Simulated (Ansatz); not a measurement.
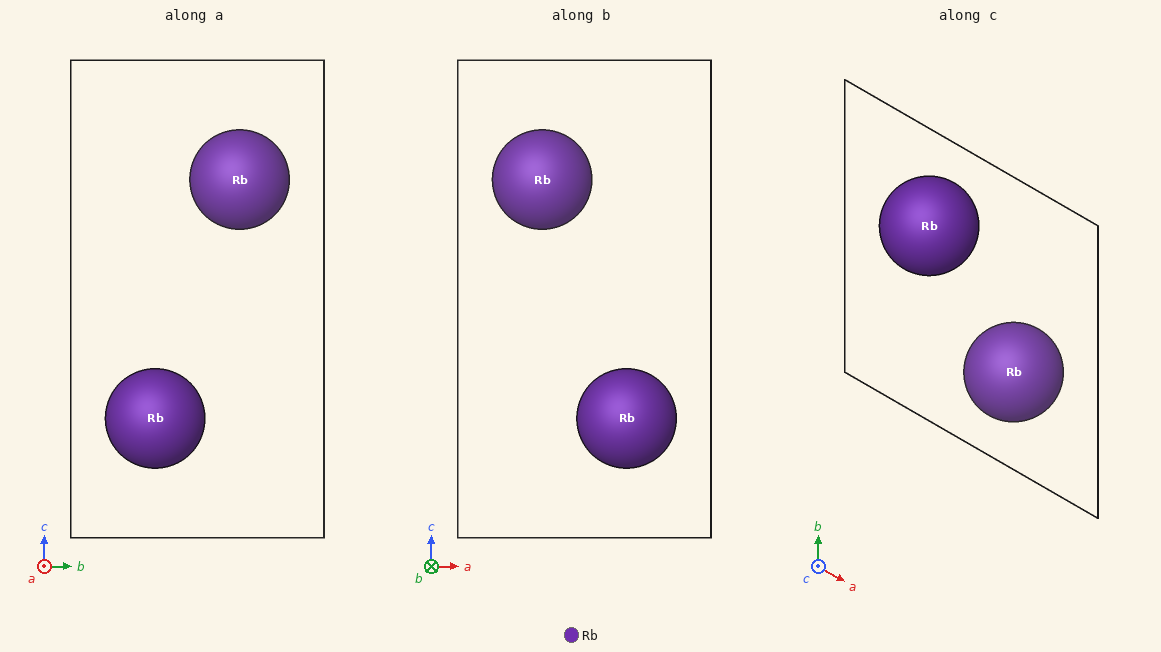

This spheres-only model is shown along the a axis, along the b axis and along the c axis. One conventional unit cell is framed, with atoms on its boundary repeated.

Lattice parameters: a = 4.9798 Å, b = 4.9798 Å, c = 8.1336 Å, α = 90.000°, β = 90.000°, γ = 120.000°.

Question: From the views, write a CIF in P1 with every atom of the cell.

Answer:
```cif
data_structure
_symmetry_space_group_name_H-M 'P 1'
_symmetry_Int_Tables_number 1
_cell_length_a 4.9798
_cell_length_b 4.9798
_cell_length_c 8.1336
_cell_angle_alpha 90.000
_cell_angle_beta 90.000
_cell_angle_gamma 120.000
_cell_volume 174.68
loop_
_atom_site_label
_atom_site_type_symbol
_atom_site_fract_x
_atom_site_fract_y
_atom_site_fract_z
_atom_site_occupancy
Rb1 Rb 0.3333 0.6667 0.7500 1
Rb2 Rb 0.6667 0.3333 0.2500 1
```

The model was built from a structure type filled with this element by a generator (whether the element takes this form wasn't checked). The geometry comes from a coarse first relaxation with DFT PBE, scalar-relativistic, plane waves, PAW in Ansatz 0.2.0.
